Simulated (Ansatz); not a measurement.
Run report: Ru, geometry relaxation (part 2 of 2)

The same run, continued: Ru (slab, 12 atoms in the cell); DFT PBE+D3(BJ), scalar-relativistic, plane waves, PAW, no spin polarisation (Ansatz 0.2.0); cutoff 420 eV, 6×6×1 k-mesh, Gaussian smearing of 0.1 eV. The structure derives from an entry of the Crystallography Open Database. The input holds or restrains some coordinates. Forces given for the steps count only the free coordinates.

Geometry of the input (Å; fractional positions):
```
5.3952  0.0000  0.0000
-2.6976  4.6724  0.0000
0.0000  0.0000  21.2658
Ru 0.1667  0.3333  0.3997
Ru 0.1667  0.8333  0.3997
Ru 0.6667  0.3333  0.3997
Ru 0.6667  0.8333  0.3997
Ru 0.3333  0.1667  0.5000
Ru 0.3333  0.6667  0.5000
Ru 0.8333  0.1667  0.5000
Ru 0.8333  0.6667  0.5000
Ru 0.1667  0.3333  0.6003
Ru 0.1667  0.8333  0.6003
Ru 0.6667  0.3333  0.6003
Ru 0.6667  0.8333  0.6003
```

Output, continued:
```
--- Per-component energies (eV) ---
  E_band       = -4417.527616
  E_kinetic    = 6163.467423
  E_local      = -256483.338506  (includes V_loc(G=0)·N_el)
  E_nonlocal   = 4124.173150
  E_hartree    = 123650.239897
  E_xc         = -2277.160413
  E_vxc        = -2857.507184  (∫ρ·V_xc dr)
  E_paw        = -41531.631804  (= ΣΔE_a)
  E_vpaw       = -2664.808135  (= ΣTr[D̂ρ^β])
  E_aug_tail   = -0.002245  (compensation charges beyond the density's cutoff)
  E_efield     = 0.000000  (sawtooth field / dipole correction)
  E_vefield    = -0.000017  (∫n·V_field dr)
  E_ewald      = 95817.909897
  E_disp       = -4.954005  (pairwise vdW)
  E_smearing   = -0.038824  (= −TS)
  E_closure    = 0.000000  (closes the sum)
  Σ components = -70541.335430   (vs F -70541.335430, Δ=0.00e0)
--- Forces (eV/Å), atoms counted from 1 ---
  atom   1  Ru    -0.00000000    -0.00000000    -0.00026114
  atom   2  Ru    -0.00000000    -0.00000000    -0.00026114
  atom   3  Ru    -0.00000000     0.00000000    -0.00026114
  atom   4  Ru    -0.00000000    -0.00000000    -0.00026114
  atom   5  Ru    -0.00000000     0.00000000     0.00003484
  atom   6  Ru    -0.00000000     0.00000000     0.00003484
  atom   7  Ru    -0.00000000     0.00000000     0.00003484
  atom   8  Ru    -0.00000000     0.00000000     0.00003484
  atom   9  Ru    -0.00000000    -0.00000000     0.00022933
  atom  10  Ru    -0.00000000    -0.00000000     0.00022933
  atom  11  Ru    -0.00000000    -0.00000000     0.00022933
  atom  12  Ru    -0.00000000    -0.00000000     0.00022933
  max |Σ_I F_I| component: 1.21e-5 eV/Å
--- Band table (eV; the first three rows and the last of 7) ---
  k-point 0: bands = ["-69.7133", "-69.5900", "-69.5900", "-69.5900", "-69.0847", "-69.0696", "-68.9746", "-68.9746", "-68.9746", "-68.9731", "-68.9731", "-68.9731", "-40.1076", "-40.1076", "-40.1076", "-39.9883", "-39.8262", "-39.8262", "-39.8262", "-39.4703", "-39.4703", "-39.4703", "-39.3819", "-39.3819", "-39.3819", "-39.2727", "-39.2727", "-39.2263", "-39.2263", "-39.2263", "-39.1262", "-38.9604", "-38.9604", "-38.9604", "-38.9362", "-38.9362", "-38.9362", "-38.8421", "-38.8156", "-38.8156", "-38.8156", "-38.7886", "-38.7886", "-38.7886", "-38.6347", "-38.6347", "-38.6246", "-38.6246", "-3.6553", "-2.5440", "-2.5440", "-2.5440", "-2.4080", "-2.2677", "-2.2677", "-2.2677", "-1.9660", "-1.8135", "-1.8135", "-1.8135", "-0.9073", "-0.9073", "-0.9073", "-0.2896", "-0.2896", "-0.2896", "0.6934", "0.6934", "0.8142", "0.8142", "0.8142", "0.9767", "0.9767", "0.9767", "1.1589", "1.1589", "1.2219", "1.3956", "1.7990", "1.7990", "2.3053", "2.3053", "2.3053", "2.9951", "2.9951", "3.0671", "3.0671", "3.0671", "3.3576", "3.6414", "3.6414", "3.6414", "4.2462", "4.2462", "4.2462", "4.3623", "4.3623", "4.8963", "4.8963", "4.9116", "4.9645", "4.9645", "4.9645", "5.0051", "5.0051", "5.0051", "5.7030", "5.7030", "5.7030", "5.7116", "5.7116", "5.7116", "6.8114", "6.8114", "6.8114", "6.8313"]
  k-point 1: bands = ["-69.7051", "-69.5984", "-69.5900", "-69.5900", "-69.0774", "-69.0632", "-68.9821", "-68.9796", "-68.9746", "-68.9746", "-68.9731", "-68.9731", "-40.0789", "-40.0789", "-40.0574", "-39.9725", "-39.8238", "-39.8157", "-39.8157", "-39.5104", "-39.5104", "-39.4573", "-39.3506", "-39.3489", "-39.3489", "-39.3335", "-39.2862", "-39.2150", "-39.2150", "-39.2136", "-39.0935", "-38.9631", "-38.9631", "-38.9442", "-38.9405", "-38.9318", "-38.9318", "-38.8557", "-38.8366", "-38.8366", "-38.8186", "-38.8186", "-38.8037", "-38.7778", "-38.6768", "-38.6754", "-38.6470", "-38.6357", "-3.4049", "-2.4457", "-2.3183", "-2.3183", "-2.2018", "-2.1376", "-2.1376", "-2.1183", "-1.7154", "-1.7145", "-1.6537", "-1.6537", "-0.7814", "-0.6977", "-0.6977", "-0.2347", "-0.1813", "-0.1813", "0.4694", "0.5053", "0.5053", "0.7318", "0.8847", "0.8926", "1.0409", "1.1796", "1.1928", "1.1928", "1.2710", "1.5517", "1.7541", "1.9944", "2.0654", "2.0654", "2.0710", "2.8162", "2.8162", "2.8428", "2.9447", "3.0370", "3.0373", "3.3070", "3.3180", "3.3180", "3.8062", "3.9540", "3.9832", "3.9832", "4.3208", "4.7085", "4.7085", "4.7099", "4.7099", "4.7321", "4.8383", "4.8611", "4.9541", "4.9752", "4.9752", "5.3567", "5.4268", "5.4268", "5.5161", "5.6163", "5.9879", "6.3430", "7.1482", "7.1482"]
  k-point 2: bands = ["-69.6828", "-69.6211", "-69.5901", "-69.5901", "-69.0574", "-69.0456", "-69.0023", "-68.9973", "-68.9747", "-68.9747", "-68.9731", "-68.9731", "-40.0081", "-40.0081", "-39.9299", "-39.9185", "-39.8348", "-39.7943", "-39.7943", "-39.5967", "-39.5967", "-39.5188", "-39.4216", "-39.3228", "-39.2763", "-39.2763", "-39.2007", "-39.1845", "-39.1845", "-39.1514", "-39.0483", "-38.9765", "-38.9765", "-38.9660", "-38.9250", "-38.9250", "-38.9111", "-38.8949", "-38.8901", "-38.8901", "-38.8790", "-38.8790", "-38.8173", "-38.7709", "-38.7663", "-38.7480", "-38.6804", "-38.6659", "-2.7559", "-2.2128", "-1.8308", "-1.8308", "-1.7239", "-1.7158", "-1.7158", "-1.6993", "-1.4882", "-1.2684", "-1.2684", "-1.1418", "-0.4471", "-0.1528", "-0.1196", "-0.1196", "-0.0229", "-0.0229", "0.0544", "0.0869", "0.0869", "0.1345", "0.9024", "1.1267", "1.2131", "1.4233", "1.4315", "1.4485", "1.4485", "1.4575", "1.4924", "1.5316", "1.5316", "1.8287", "2.1583", "2.1727", "2.1727", "2.5533", "2.5700", "2.7306", "2.7306", "2.7458", "2.7870", "2.7870", "2.8119", "2.9463", "2.9942", "3.7180", "4.0072", "4.0175", "4.0175", "4.1556", "4.2264", "4.2747", "4.2982", "4.2982", "4.5859", "4.8137", "4.8137", "4.8508", "5.0732", "5.2914", "5.3177", "5.3177", "5.7446", "7.6049", "7.6049", "7.7609"]
  k-point 6: bands = ["-69.6366", "-69.6366", "-69.6366", "-69.5745", "-69.0162", "-69.0162", "-69.0162", "-69.0094", "-69.0094", "-69.0094", "-68.9609", "-68.9608", "-39.9007", "-39.8490", "-39.8490", "-39.8490", "-39.8356", "-39.7818", "-39.7818", "-39.7818", "-39.7512", "-39.4507", "-39.4507", "-39.4507", "-39.1677", "-39.1649", "-39.1216", "-39.0675", "-39.0675", "-39.0675", "-39.0669", "-39.0669", "-39.0669", "-39.0079", "-39.0043", "-38.9727", "-38.9727", "-38.9727", "-38.8972", "-38.8759", "-38.8759", "-38.8759", "-38.7713", "-38.7713", "-38.7713", "-38.7680", "-38.7680", "-38.7680", "-1.6245", "-1.6067", "-1.6067", "-1.6067", "-1.0876", "-1.0876", "-1.0876", "-1.0821", "-1.0821", "-1.0821", "-0.9389", "-0.5717", "-0.5717", "-0.5717", "-0.5511", "-0.4469", "-0.3344", "0.4327", "0.4327", "0.4327", "0.4849", "0.4849", "0.4849", "0.8373", "0.8373", "0.8373", "0.9335", "0.9335", "0.9335", "1.1382", "1.4813", "1.5124", "1.5390", "1.5420", "1.5638", "1.5638", "1.5638", "2.1484", "2.1484", "2.1484", "2.4940", "2.4940", "2.4940", "2.6654", "2.9681", "2.9681", "2.9681", "3.8589", "3.8589", "3.8589", "4.1526", "4.1526", "4.1526", "4.2148", "4.2622", "4.3603", "4.3603", "4.3603", "4.3739", "4.6928", "4.6928", "4.6928", "4.9345", "5.5457", "5.5457", "5.5457", "7.3490", "7.3490"]
--- Relaxed structure (4 steps of the walk, 4 accepted, 0 SCFs on fresh bases) ---
  F+E_penalty+E_count = -70541.33542955 eV   max|allowed force component| = 2.293e-4 eV/Å
  atoms:
    - { symbol: Ru, position: [0.1666666666666667, 0.33333333333333337, 0.3997024710000001] }
    - { symbol: Ru, position: [0.1666666666666667, 0.8333333333333334, 0.3997024710000001] }
    - { symbol: Ru, position: [0.6666666666666667, 0.33333333333333337, 0.3997024710000001] }
    - { symbol: Ru, position: [0.6666666666666667, 0.8333333333333334, 0.3997024710000001] }
    - { symbol: Ru, position: [0.3333333333333335, 0.16666666666666663, 0.49707988171025874] }
    - { symbol: Ru, position: [0.33333333333333354, 0.6666666666666667, 0.49707988171025874] }
    - { symbol: Ru, position: [0.8333333333333334, 0.16666666666666666, 0.49707988171025874] }
    - { symbol: Ru, position: [0.8333333333333335, 0.6666666666666667, 0.49707988171025874] }
    - { symbol: Ru, position: [0.1666666666666667, 0.33333333333333337, 0.5944574555017017] }
    - { symbol: Ru, position: [0.1666666666666667, 0.8333333333333334, 0.5944574555017017] }
    - { symbol: Ru, position: [0.6666666666666667, 0.33333333333333337, 0.5944574555017017] }
    - { symbol: Ru, position: [0.6666666666666667, 0.8333333333333334, 0.5944574555017017] }
```

Trajectory as extended XYZ (Å, eV, eV/Å), 4 frames, from step=1 to step=4:
```
12
Lattice="5.3952 0.0000 0.0000 -2.6976 4.6724 0.0000 0.0000 0.0000 21.2658" Properties=species:S:1:pos:R:3:forces:R:3 step=1 energy=-70541.12731
Ru    0.0000    1.5575    8.5000    0.0000   0.0000   0.8092
Ru   -1.3488    3.8936    8.5000    0.0000   0.0000   0.8092
Ru    2.6976    1.5575    8.5000    0.0000   0.0000   0.8092
Ru    1.3488    3.8936    8.5000    0.0000   0.0000   0.8092
Ru    1.3488    0.7787   10.6329    0.0000   0.0000  -0.0001
Ru    0.0000    3.1149   10.6329    0.0000   0.0000  -0.0001
Ru    4.0464    0.7787   10.6329    0.0000   0.0000  -0.0001
Ru    2.6976    3.1149   10.6329    0.0000   0.0000  -0.0001
Ru    0.0000    1.5575   12.7658    0.0000   0.0000  -0.8095
Ru   -1.3488    3.8936   12.7658    0.0000   0.0000  -0.8095
Ru    2.6976    1.5575   12.7658    0.0000   0.0000  -0.8095
Ru    1.3488    3.8936   12.7658    0.0000   0.0000  -0.8095
12
Lattice="5.3952 0.0000 0.0000 -2.6976 4.6724 0.0000 0.0000 0.0000 21.2658" Properties=species:S:1:pos:R:3:forces:R:3 step=2 energy=-70541.25801
Ru    0.0000    1.5575    8.5000    0.0000   0.0000  -0.4628
Ru   -1.3488    3.8936    8.5000    0.0000   0.0000  -0.4628
Ru    2.6976    1.5575    8.5000    0.0000   0.0000  -0.4628
Ru    1.3488    3.8936    8.5000    0.0000   0.0000  -0.4628
Ru    1.3488    0.7787   10.5418    0.0000   0.0000  -0.1558
Ru    0.0000    3.1149   10.5418    0.0000   0.0000  -0.1558
Ru    4.0464    0.7787   10.5418    0.0000   0.0000  -0.1558
Ru    2.6976    3.1149   10.5418    0.0000   0.0000  -0.1558
Ru    0.0000    1.5575   12.5706    0.0000   0.0000   0.6182
Ru   -1.3488    3.8936   12.5706    0.0000   0.0000   0.6182
Ru    2.6976    1.5575   12.5706    0.0000   0.0000   0.6182
Ru    1.3488    3.8936   12.5706    0.0000   0.0000   0.6182
12
Lattice="5.3952 0.0000 0.0000 -2.6976 4.6724 0.0000 0.0000 0.0000 21.2658" Properties=species:S:1:pos:R:3:forces:R:3 step=3 energy=-70541.33503
Ru    0.0000    1.5575    8.5000    0.0000   0.0000  -0.0116
Ru   -1.3488    3.8936    8.5000    0.0000   0.0000  -0.0116
Ru    2.6976    1.5575    8.5000    0.0000   0.0000  -0.0116
Ru    1.3488    3.8936    8.5000    0.0000   0.0000  -0.0116
Ru    1.3488    0.7787   10.5705    0.0000   0.0000  -0.0371
Ru    0.0000    3.1149   10.5705    0.0000   0.0000  -0.0371
Ru    4.0464    0.7787   10.5705    0.0000   0.0000  -0.0371
Ru    2.6976    3.1149   10.5705    0.0000   0.0000  -0.0371
Ru    0.0000    1.5575   12.6374    0.0000   0.0000   0.0494
Ru   -1.3488    3.8936   12.6374    0.0000   0.0000   0.0494
Ru    2.6976    1.5575   12.6374    0.0000   0.0000   0.0494
Ru    1.3488    3.8936   12.6374    0.0000   0.0000   0.0494
12
Lattice="5.3952 0.0000 0.0000 -2.6976 4.6724 0.0000 0.0000 0.0000 21.2658" Properties=species:S:1:pos:R:3:forces:R:3 step=4 energy=-70541.33543
Ru    0.0000    1.5575    8.5000    0.0000   0.0000  -0.0003
Ru   -1.3488    3.8936    8.5000    0.0000   0.0000  -0.0003
Ru    2.6976    1.5575    8.5000    0.0000   0.0000  -0.0003
Ru    1.3488    3.8936    8.5000    0.0000   0.0000  -0.0003
Ru    1.3488    0.7787   10.5708    0.0000   0.0000   0.0000
Ru    0.0000    3.1149   10.5708    0.0000   0.0000   0.0000
Ru    4.0464    0.7787   10.5708    0.0000   0.0000   0.0000
Ru    2.6976    3.1149   10.5708    0.0000   0.0000   0.0000
Ru    0.0000    1.5575   12.6416    0.0000   0.0000   0.0002
Ru   -1.3488    3.8936   12.6416    0.0000   0.0000   0.0002
Ru    2.6976    1.5575   12.6416    0.0000   0.0000   0.0002
Ru    1.3488    3.8936   12.6416    0.0000   0.0000   0.0002
```

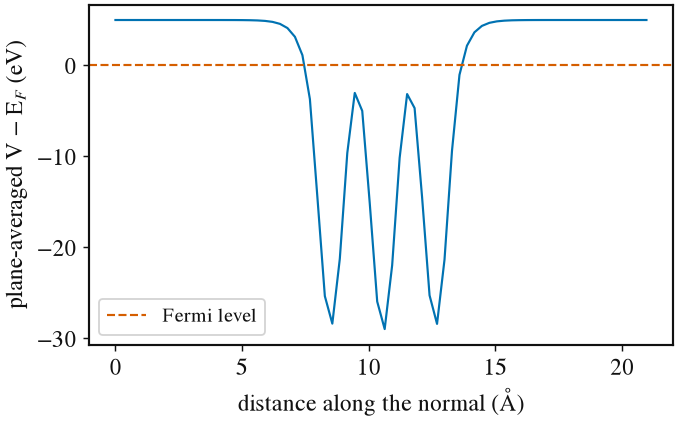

Fig. 1: Plane average of the electrostatic potential energy of an electron across the cell, from the Fermi level. The vacuum level lies 4.96 eV above the Fermi level.

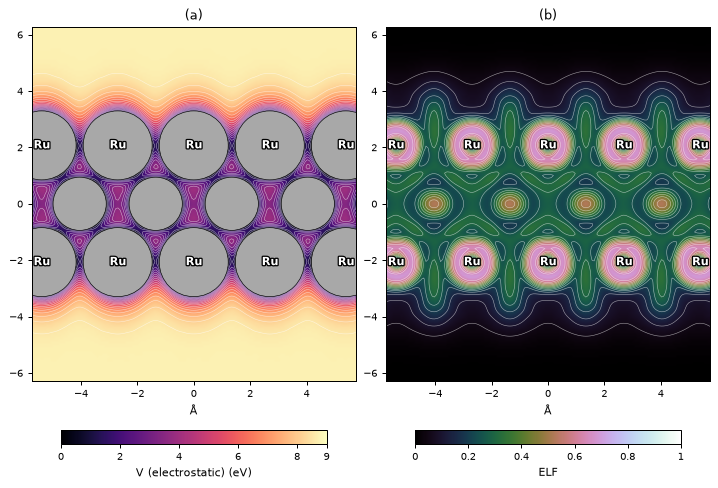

Fig. 2: (a) electrostatic potential (local pseudopotential plus Hartree) felt by an electron; (b) electron localisation function on the (100) plane of the calculation cell, a cut from vacuum to vacuum. Grey discs, where drawn, cover atomic cores. Ru–Ru (2.70 Å): the ELF is about 0.30 at the midpoint (no shared electron pair). The strong features right at Ru lie inside the PAW spheres (semicore, d or f shells) and say nothing about bonding. The fields are those of the smooth PAW valence density.

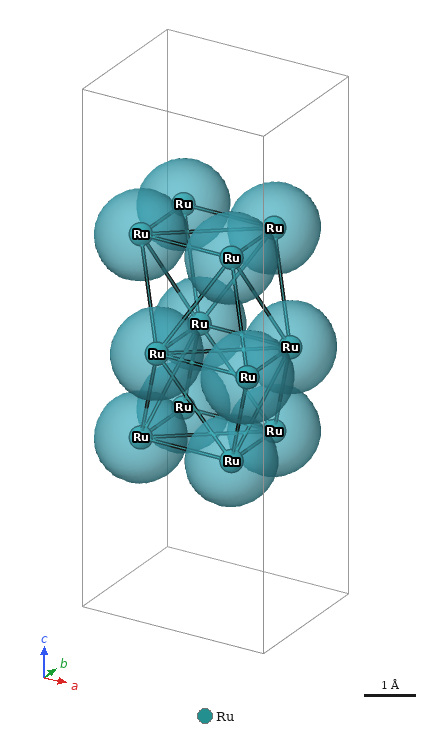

Fig. 3: Isosurface of the valence electron density at 1 e/Å³ (cyan), seen slightly off an axis. Sticks mark near contacts. At this value the density breaks into separate islands; it holds about 75 % of the electrons treated as valence (semicore included). It is pinched off along the Ru–Ru (2.59 Å) and Ru–Ru (2.70 Å) contacts. On the grid the lowest density along these lines, outside the cores, is 0.48 e/Å³ (Ru–Ru, 2.59 Å) and 0.39 e/Å³ (Ru–Ru, 2.70 Å).

Summary:

| quantity | value |
| --- | --- |
| outcome | converged under the restraints of the input |
| electrons treated | 192 |
| free energy | −70541.3354 eV |
| work function, top face | 4.96 eV |
| work function, bottom face | 4.96 eV |
| Fermi energy | 3.817 eV |
| gap on the k-point mesh | none (metallic) |
| final volume | 536.08 Å³ |
| work function (upper face) | 4.96 eV |
| largest force (length of the vector) at the end, held atoms and coordinates included | under 0.001 eV/Å |
| wall time | 89 s (CPU time 2.9 min) |
| peak memory | 1.1 GiB |
